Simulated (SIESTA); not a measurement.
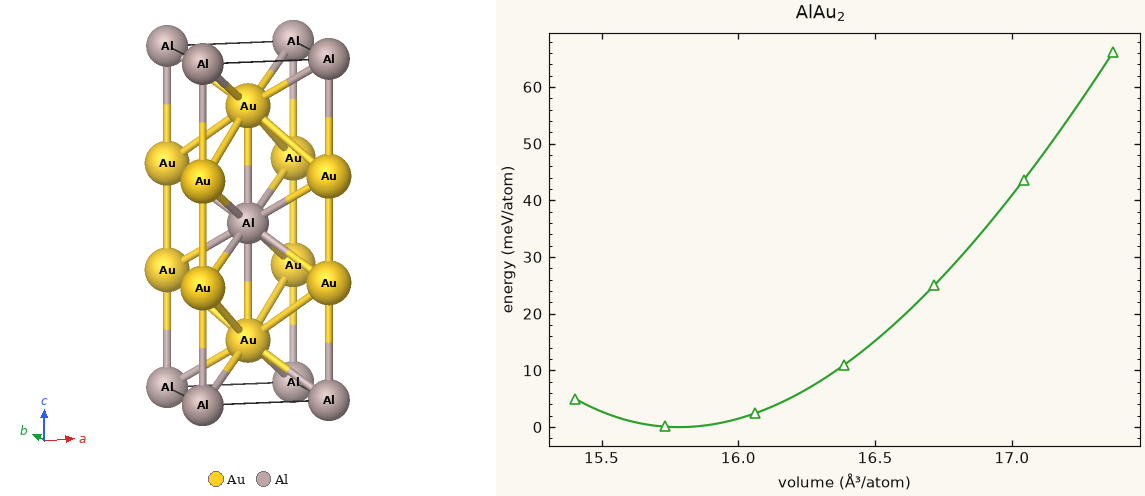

Energy against volume for AlAu₂, space group I4/mmm (No. 139). The conventional cell is drawn beside the plot.

A third-order Birch–Murnaghan fit gives V0 = 15.78 Å³/atom, B0 = 166 GPa and B′ = 6.0. The energy is 4.96 meV/atom at volume 15.40 Å³/atom and 66.23 meV/atom at 17.37 Å³/atom; the lowest computed point is at volume 15.73 Å³/atom (0.12 meV/atom), in a single well.

How it was computed, with SIESTA 5.4.2: DFT in numerical atomic orbitals with pseudopotentials, no spin polarisation; energies at scaled volumes of the given cell, shape and fractions fixed, counted from the fit's minimum, third-order Birch-Murnaghan fit. Level: LDA.

- k mesh: 11×11×11
- occupations: Fermi–Dirac
- smearing width: 0.05 eV
- potentials: PseudoDojo 0.4 standard, converted to PSML, two zetas on semicore shells
- program settings: basis DZP, mesh cutoff 800 Ry

Cell as given: a = 4.994 Å, b = 4.994 Å, c = 4.994 Å, α = 140.89°, β = 140.89°, γ = 56.50°; 3 atoms.

Limits of the calculation: mulliken charges of long orbitals; short basis over semicore shells; spin-orbit coupling left out, heavy elements; shape and atomic fractions are frozen while scaling, which makes layered, chain and framework solids too stiff.
